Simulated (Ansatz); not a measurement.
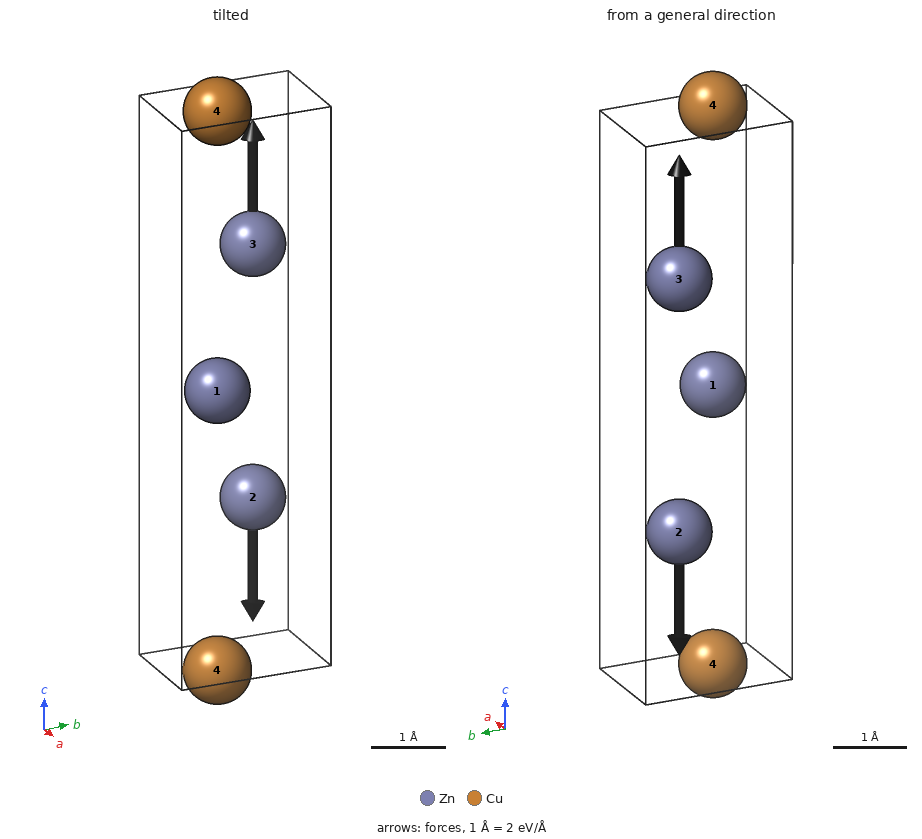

Drawn in the spheres-only manner and seen slightly off an axis and from a general direction. Atoms at the boundary of the simulation cell (the box) are drawn once for each face, edge or corner they touch. The arrows are the computed forces on the atoms.

System: Zn₃Cu. Theory: DFT PBEsol, scalar-relativistic, plane waves, PAW in Ansatz. Numerical settings: 420 eV cutoff, k-mesh 18×18×6, Gaussian smearing of 0.1 eV, no spin polarisation.

### Are the forces small enough to call this converged?

No. The atoms still feel forces of up to about 2.6 eV/Å, far above a usual threshold of 0.01 to 0.03 eV/Å.

### Name the atom under the greatest force.

Zn2 and Zn3, about 2.6 eV/Å.

The structure comes from a structure listed in the Materials Project, with elements exchanged, so it need not be a known form of the compound. The cell was then strained or its atoms displaced on purpose. It went into a calculation with Ansatz.
